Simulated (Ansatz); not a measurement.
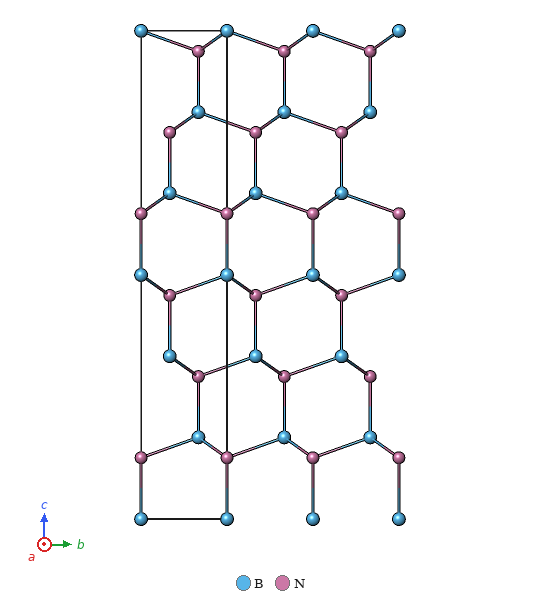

The picture looks along a close-packed row of the hexagonal mesh; c points upwards. Every atom sits on one of the three columns of the mesh; call them A, B, C in the order in which they first turn up. The sequence starts with the first layer at or above the cell's origin.

BN: the end point of a relaxation with Ansatz 0.2.0, DFT PBEsol, scalar-relativistic, plane waves, PAW; the starting structure was generated, so it need not be a known form of this composition.

List the layers of one repeat.

B(A) – N(A) – B(B) – N(B) – B(C) – N(C) – B(A) – N(A) – B(C) – N(C) – B(B) – N(B) (twelve layers in 12.53 Å).

How are the N layers alone stacked?

N layers alone: ABCACB, a mixed type, (cch) in Jagodzinski's notation.

Which positions between or in the N layers do the other atoms fill?

B: six tetrahedral sites, counted in one hexagonal cell.

What short polytype symbol fits?

Polytype symbol 6H, the symbol of a tetrahedral polytype (number of double layers in the repeat and lattice).
